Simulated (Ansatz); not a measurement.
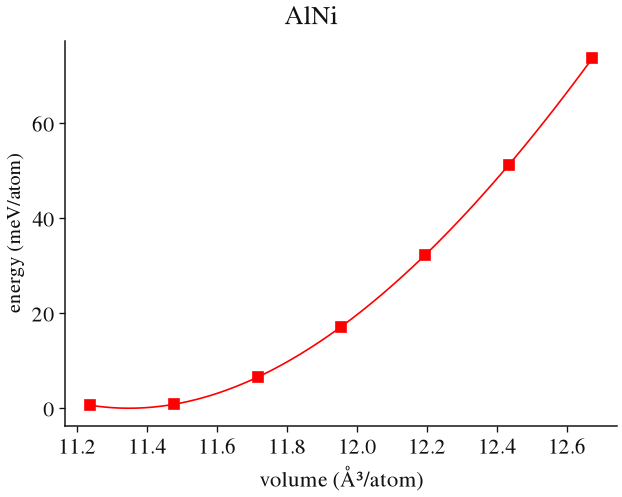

The figure shows the energy against volume for AlNi, space group Pm-3m (No. 221).

Starting cell:
```xyz
2
Lattice="2.8810 0.0000 0.0000 0.0000 2.8810 0.0000 0.0000 0.0000 2.8810" Properties=species:S:1:pos:R:3 pbc="T T T"
Ni    1.4405    1.4405    1.4405
Al    0.0000    0.0000    0.0000
```

How it was computed, with Ansatz 0.2.0: all-electron LAPW DFT, collinear spins; energies at scaled volumes of the given cell, shape and fractions fixed, counted from the fit's minimum, third-order Birch-Murnaghan fit. Level: LDA, collinear spin.

- k mesh: 9×9×9
- occupations: Fermi–Dirac
- smearing width: 0.05 eV
- potentials: all electron LAPW, scalar relativistic
- program settings: basis error eV/atom 0.001

From this curve and the settings, what does the calculation give for the pressure at the same points?

The pressure falls from 1.86 GPa at volume 11.24 Å³/atom to −16.15 GPa at 12.67 Å³/atom, and changes sign near 11.35 Å³/atom.

```csv
volume (Å³/atom),pressure (GPa)
11.24,1.86
11.48,-2.05
11.72,-5.55
11.96,-8.67
12.20,-11.45
12.43,-13.94
12.67,-16.15
```

Limits of the calculation: the program warns: seeded moment not kept.
